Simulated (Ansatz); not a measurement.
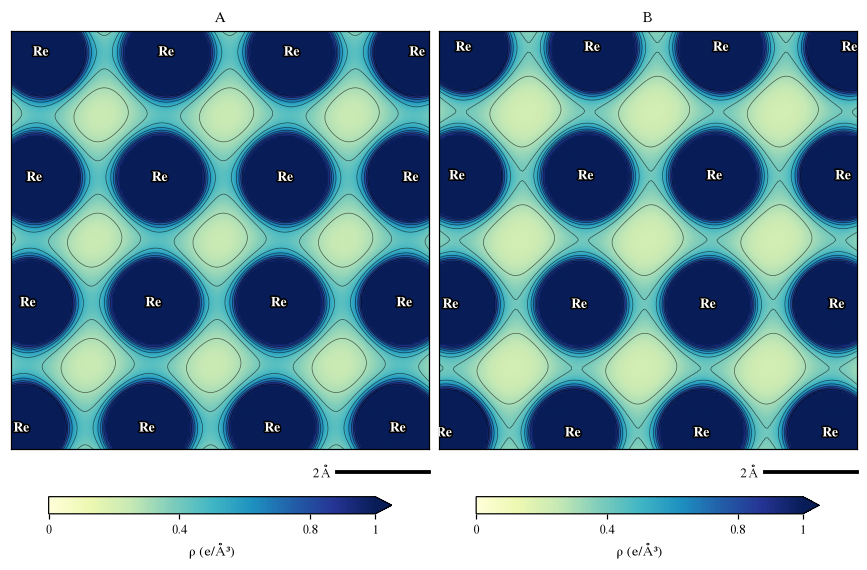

Re. The valence charge density (pseudo) of two cells that differ in size, on the (101) plane of each (indices in the axes of the calculation cell), at one length scale and on one colour scale; one has 13.9 and the other 15.0 Å³ an atom.

Space group I4/mmm; computed without spin polarisation.

These are results of Ansatz 0.2.0, DFT r2SCAN, scalar-relativistic, plane waves, PAW, not measurements.

In a PAW calculation such maps are meaningful between the atoms, not at the nuclei.

The larger cell:

```
CELL_PARAMETERS angstrom
0.00000 1.92562 2.02438
1.92562 0.00000 2.02438
1.92562 1.92562 0.00000
ATOMIC_POSITIONS crystal
Re 0.00000 0.00000 0.00000
```

The smaller cell: a = 2.724 Å, b = 2.724 Å, c = 2.653 Å, α = 60.86°, β = 60.86°, γ = 58.29°.

Which is the denser cell? Describe the effect of the change.

Panel A is the smaller cell, by 7 % in volume. From the larger cell to the smaller, Re–Re goes from 2.79 to 2.72 Å, and the density at its midpoint from 0.4 to 0.45 e/Å³; the pressure goes from −6 to 26 GPa.
